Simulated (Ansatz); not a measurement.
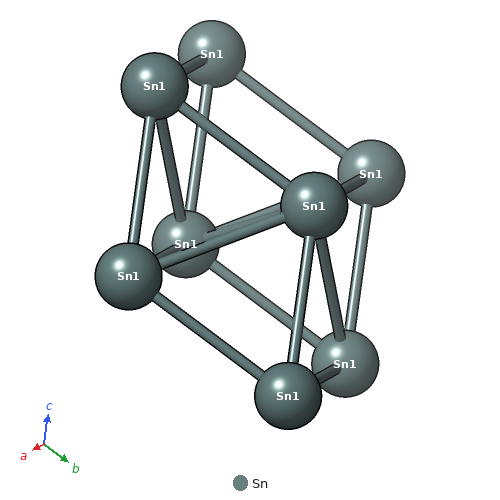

The system is Sn (Immm, No. 71; 1 atom in the cell); the picture shows the reference structure. The cell is strained homogeneously, by one strain along x and y and another along z, with fractional coordinates fixed (x along [1 0 0], z along [0 0 1] of the conventional cell). Coordinates scanned: (1) strain along x and y; (2) strain along z. The grid has 5 × 5 points. Points are written as (first, second). Energies: meV/atom, counted from the lowest grid point. The reference cell is the one listed in the database, not relaxed at this level. The calculation used DFT PBEsol, scalar-relativistic, plane waves, PAW (Ansatz 0.2.0). Settings: cutoff 420 eV, k-mesh 20×20×20, gaussian smearing 0.15 eV, no spin polarisation.

Its coordinates:

```xyz
1
Lattice="-1.7265 1.7755 2.3383 1.7265 -1.7755 2.3383 1.7265 1.7755 -2.3383" Properties=species:S:1:pos:R:3 pbc="T T T"
Sn    0.0000    0.0000    0.0000
```

Range: strain along x and y from −5.0 to 5.0 %; strain along z from −5.0 to 5.0 %.

What landscape does the calculation give?

Answer. The lowest grid point is at (−2.5 %, −2.5 %). The energy also falls towards the edge at (−5.0 %, 2.5 %) (0.38 meV/atom above the lowest), where a further well may lie outside the range. The highest grid point, (5.0 %, 5.0 %), lies 188 meV/atom above the lowest.

| strain along z ↓, strain along x and y → | −5.0 | −2.5 | 0.0 | 2.5 | 5.0 |
| --- | --- | --- | --- | --- | --- |
| 5.0 | 3 | 25 | 65 | 121 | 188 |
| 2.5 | 0 | 12 | 44 | 92 | 154 |
| 0.0 | 4 | 4 | 26 | 66 | 122 |
| −2.5 | 13 | 0 | 11 | 43 | 92 |
| −5.0 | 28 | 1 | 1 | 25 | 66 |

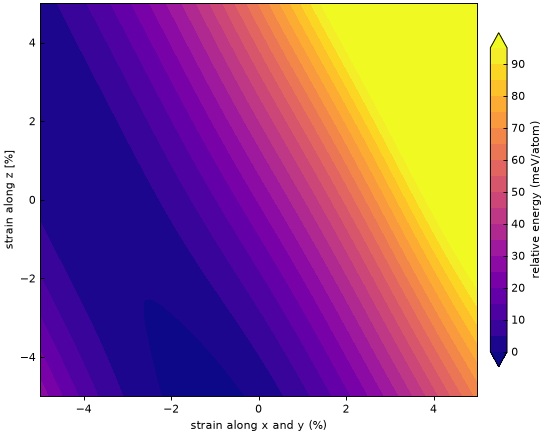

The picture shows filled contours, one colour for all values above the top of the scale. Between grid points the surface is interpolated.
